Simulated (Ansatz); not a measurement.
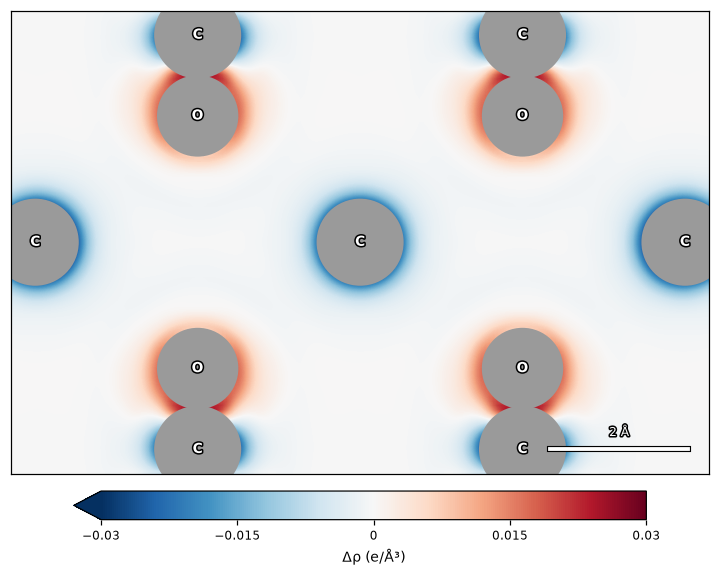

CO₂: difference of two self-consistent densities at the same geometry, ρ(r2SCAN) − ρ(PBE), on the (11̄0) plane of the conventional cell. Grey discs cover the cores, where the PAW densities can't be compared. Cores are masked to 0.6 Å (C) and 0.6 Å (O).

Space group P4_2/mnm. The cell comes from a database of computed structures, not from a measurement.

Both runs: Ansatz, scalar-relativistic, plane waves and PAW, same cutoff, k-points and PAW files (made with PBE).

Question: What differs between the two levels of theory?

Answer: Against PBE, and outside the masked cores, the largest gain lies at the edge of the masked cores of C and O, and the largest loss lies at the edge of the masked core of C.
Bader charges are C +2.25 and O −1.12 e with PBE and C +2.37 and O −1.19 e with r2SCAN.
At this volume the pressure is 2 GPa with PBE and −2 GPa with r2SCAN.
The gap on the mesh is 6.59 eV with PBE and 7.19 eV with r2SCAN.
